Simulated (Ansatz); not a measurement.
WS2: single-point calculation (part 2 of 2)

Continued. System: WS2 (slab, 27 atoms in the cell). Method: DFT PBE+D3(BJ), scalar-relativistic, plane waves, PAW, no spin polarisation (Ansatz 0.2.0); cutoff 420 eV, 2×2×1 k-mesh, Gaussian smearing of 0.05 eV. The structure derives from an entry of the Crystallography Open Database. It belongs to a series of runs on one base structure; here: the slab at its places in the relaxed adsorbed structure.

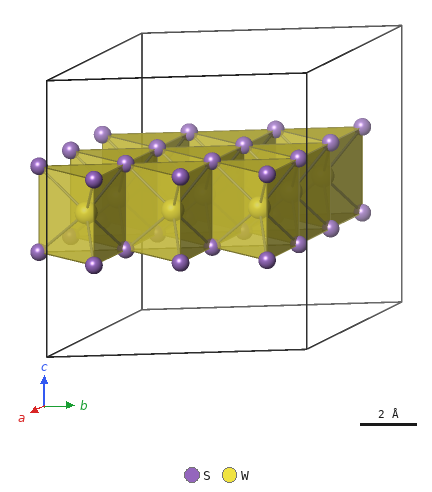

The structure as given in the input (polyhedral view of the cell of the calculation, with the vacuum cut short, seen slightly off an axis; polyhedra are completed across the faces of the cell). An atom can appear more than once, as a periodic image.

Output, continued
```
  k-point 0: bands = ["-75.4411", "-75.4275", "-75.4274", "-75.4273", "-75.4267", "-75.4266", "-75.4265", "-75.4199", "-75.4199", "-39.8290", "-39.8289", "-39.8288", "-39.8285", "-39.8283", "-39.8283", "-39.8256", "-39.8256", "-39.7908", "-39.7905", "-39.7399", "-39.6899", "-39.6897", "-39.6897", "-39.6892", "-39.6892", "-39.6892", "-39.6642", "-39.6641", "-39.6205", "-39.6204", "-39.6203", "-39.6202", "-39.6201", "-39.6200", "-39.5562", "-39.5562", "-16.3515", "-14.8343", "-14.8342", "-14.8328", "-14.8298", "-14.8296", "-14.8294", "-14.7195", "-14.1628", "-14.1625", "-14.1616", "-14.1614", "-14.1608", "-14.1596", "-13.8240", "-13.8239", "-13.7572", "-13.7571", "-7.9434", "-7.3457", "-7.3455", "-7.3323", "-7.3309", "-7.3308", "-7.3295", "-7.3294", "-7.3275", "-6.9205", "-6.9204", "-6.0815", "-6.0803", "-6.0801", "-6.0800", "-6.0799", "-6.0786", "-6.0483", "-6.0450", "-6.0323", "-6.0321", "-6.0319", "-6.0308", "-6.0304", "-6.0302", "-5.4110", "-5.4110", "-4.8083", "-4.8083", "-4.5687", "-4.5677", "-4.5673", "-4.5654", "-4.5650", "-4.5646", "-4.3233", "-4.3233", "-3.9508", "-3.9507", "-3.7180", "-3.4964", "-3.4957", "-3.4943", "-3.4912", "-3.4908", "-3.4899", "-3.0759", "-3.0758", "-3.0584", "-3.0583", "-3.0573", "-3.0559", "-3.0551", "-3.0496", "-2.7612", "-2.7600", "-2.7599", "-2.7593", "-2.7587", "-2.7581", "-1.6578", "-1.5145", "-1.5120", "0.4158", "0.4158", "1.0612", "1.0621", "1.0626", "1.0650", "1.0664", "1.0669", "1.1064", "1.1068", "1.1075", "1.1103", "1.1105", "1.1110", "1.4298", "1.4299", "1.5594", "1.5594", "1.7703", "1.7724", "2.1494", "2.1532", "2.1544", "2.1556", "2.1570", "2.1584", "2.5594"]
  k-point 1: bands = ["-75.4367", "-75.4362", "-75.4294", "-75.4293", "-75.4228", "-75.4226", "-75.4220", "-75.4220", "-75.4218", "-39.9167", "-39.8719", "-39.8718", "-39.8717", "-39.8716", "-39.7672", "-39.7670", "-39.7233", "-39.7230", "-39.6980", "-39.6979", "-39.6884", "-39.6883", "-39.6881", "-39.6879", "-39.6730", "-39.6729", "-39.6725", "-39.6724", "-39.6723", "-39.6484", "-39.6484", "-39.6414", "-39.6272", "-39.6269", "-39.5777", "-39.5776", "-15.8993", "-15.8972", "-15.1284", "-15.1279", "-14.5503", "-14.5496", "-14.2631", "-14.2617", "-14.1815", "-14.1808", "-14.1778", "-14.1772", "-14.1539", "-13.9330", "-13.9146", "-13.9137", "-13.9127", "-13.9124", "-8.0648", "-7.5185", "-7.5173", "-7.5166", "-7.5158", "-7.4218", "-7.4210", "-6.8671", "-6.8662", "-6.8067", "-6.8064", "-6.8050", "-6.8044", "-6.7379", "-6.1313", "-6.1306", "-5.9739", "-5.7977", "-5.7974", "-5.7959", "-5.7946", "-5.5075", "-5.5044", "-5.3362", "-5.3306", "-5.0533", "-5.0533", "-5.0510", "-5.0495", "-4.9937", "-4.9914", "-4.9116", "-4.7255", "-4.7238", "-4.3128", "-4.3103", "-4.3100", "-4.3097", "-3.8911", "-3.8879", "-3.7613", "-3.7608", "-3.7143", "-3.6940", "-3.6899", "-3.5501", "-3.5489", "-3.5464", "-3.5460", "-2.9419", "-2.9383", "-2.9002", "-2.8996", "-2.7216", "-2.4652", "-2.3956", "-2.3921", "-2.1260", "-2.1231", "-2.1210", "-2.1209", "-1.9466", "-1.9439", "0.4758", "0.4791", "0.8234", "0.8262", "1.0660", "1.0669", "1.0686", "1.0711", "1.2301", "1.2338", "1.3204", "1.3240", "1.3370", "1.3384", "1.4479", "1.5080", "1.5094", "1.8586", "1.8772", "1.8773", "1.8787", "1.8789", "2.1382", "2.1406", "2.1483", "2.1497", "2.1523"]
  k-point 2: bands = ["-75.4367", "-75.4362", "-75.4294", "-75.4293", "-75.4228", "-75.4226", "-75.4220", "-75.4219", "-75.4219", "-39.9167", "-39.8719", "-39.8718", "-39.8717", "-39.8716", "-39.7672", "-39.7670", "-39.7234", "-39.7230", "-39.6980", "-39.6979", "-39.6883", "-39.6882", "-39.6881", "-39.6880", "-39.6730", "-39.6728", "-39.6724", "-39.6723", "-39.6723", "-39.6486", "-39.6482", "-39.6414", "-39.6272", "-39.6269", "-39.5777", "-39.5776", "-15.8992", "-15.8973", "-15.1285", "-15.1279", "-14.5504", "-14.5495", "-14.2631", "-14.2617", "-14.1816", "-14.1807", "-14.1779", "-14.1771", "-14.1539", "-13.9330", "-13.9147", "-13.9134", "-13.9128", "-13.9124", "-8.0648", "-7.5184", "-7.5172", "-7.5170", "-7.5157", "-7.4220", "-7.4209", "-6.8670", "-6.8662", "-6.8068", "-6.8065", "-6.8049", "-6.8043", "-6.7379", "-6.1314", "-6.1306", "-5.9739", "-5.7976", "-5.7974", "-5.7960", "-5.7948", "-5.5075", "-5.5044", "-5.3361", "-5.3306", "-5.0533", "-5.0531", "-5.0512", "-5.0495", "-4.9937", "-4.9914", "-4.9116", "-4.7256", "-4.7236", "-4.3128", "-4.3103", "-4.3101", "-4.3095", "-3.8913", "-3.8876", "-3.7613", "-3.7608", "-3.7143", "-3.6937", "-3.6901", "-3.5497", "-3.5494", "-3.5464", "-3.5458", "-2.9422", "-2.9379", "-2.9002", "-2.8996", "-2.7216", "-2.4652", "-2.3956", "-2.3921", "-2.1262", "-2.1228", "-2.1212", "-2.1207", "-1.9466", "-1.9439", "0.4758", "0.4791", "0.8241", "0.8255", "1.0655", "1.0671", "1.0693", "1.0706", "1.2303", "1.2336", "1.3203", "1.3240", "1.3373", "1.3381", "1.4479", "1.5080", "1.5094", "1.8586", "1.8771", "1.8774", "1.8786", "1.8789", "2.1384", "2.1405", "2.1482", "2.1496", "2.1523"]
  k-point 3: bands = ["-75.4366", "-75.4362", "-75.4294", "-75.4293", "-75.4228", "-75.4226", "-75.4221", "-75.4219", "-75.4218", "-39.9167", "-39.8719", "-39.8718", "-39.8717", "-39.8716", "-39.7672", "-39.7670", "-39.7233", "-39.7230", "-39.6980", "-39.6979", "-39.6884", "-39.6883", "-39.6882", "-39.6879", "-39.6730", "-39.6729", "-39.6725", "-39.6723", "-39.6723", "-39.6485", "-39.6483", "-39.6414", "-39.6272", "-39.6269", "-39.5777", "-39.5776", "-15.8994", "-15.8972", "-15.1284", "-15.1279", "-14.5504", "-14.5495", "-14.2631", "-14.2617", "-14.1814", "-14.1809", "-14.1778", "-14.1772", "-14.1539", "-13.9329", "-13.9144", "-13.9139", "-13.9128", "-13.9124", "-8.0648", "-7.5186", "-7.5170", "-7.5166", "-7.5161", "-7.4220", "-7.4208", "-6.8671", "-6.8662", "-6.8067", "-6.8064", "-6.8050", "-6.8045", "-6.7379", "-6.1313", "-6.1307", "-5.9739", "-5.7979", "-5.7974", "-5.7958", "-5.7947", "-5.5075", "-5.5044", "-5.3362", "-5.3306", "-5.0534", "-5.0533", "-5.0509", "-5.0495", "-4.9937", "-4.9914", "-4.9116", "-4.7256", "-4.7236", "-4.3127", "-4.3102", "-4.3100", "-4.3099", "-3.8910", "-3.8879", "-3.7614", "-3.7608", "-3.7143", "-3.6940", "-3.6899", "-3.5502", "-3.5487", "-3.5465", "-3.5459", "-2.9418", "-2.9384", "-2.9001", "-2.8997", "-2.7216", "-2.4652", "-2.3956", "-2.3921", "-2.1257", "-2.1232", "-2.1211", "-2.1209", "-1.9467", "-1.9438", "0.4758", "0.4791", "0.8231", "0.8265", "1.0662", "1.0669", "1.0685", "1.0710", "1.2300", "1.2339", "1.3204", "1.3240", "1.3369", "1.3386", "1.4479", "1.5080", "1.5094", "1.8586", "1.8772", "1.8773", "1.8788", "1.8788", "2.1383", "2.1407", "2.1483", "2.1498", "2.1522"]
```

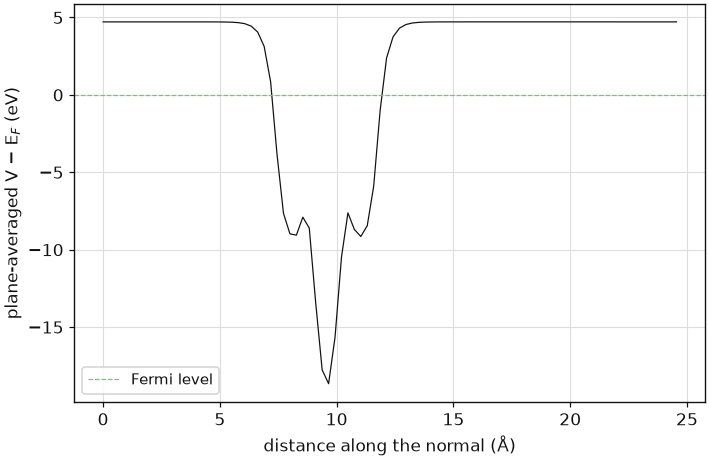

Plane average of the electrostatic potential energy of an electron across the cell, from the Fermi level. The vacuum level lies 4.72 eV above the Fermi level.

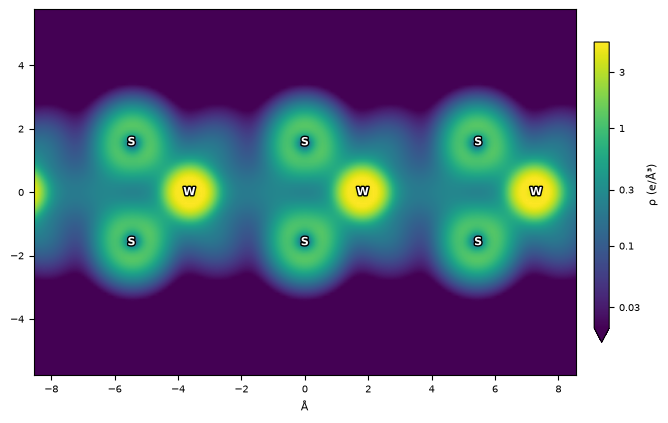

Valence pseudo-density on the (110) plane of the calculation cell, a cut from vacuum to vacuum. Atoms in the plane: S and W. W–S (2.41 Å): ρ at the midpoint is about 0.63 e/Å³. The density dies away to nearly zero in the vacuum. Core electrons are frozen (PAW), so the fields are smoothed inside the atomic spheres.

Results in brief

- outcome: converged
- electrons treated: 234
- free energy: −109731.2064 eV
- work function, top face: 4.72 eV
- work function, bottom face: 4.71 eV
- Fermi energy: −0.548 eV
- gap on the k-point mesh: 1.93 eV
- work function (upper face): 4.72 eV
- largest force (length of the vector): 0.053 eV/Å
- wall time: 14 s (CPU time 55 s)
- peak memory: 5.2 GiB

Notes

Spin–orbit coupling is left out, which matters for W.
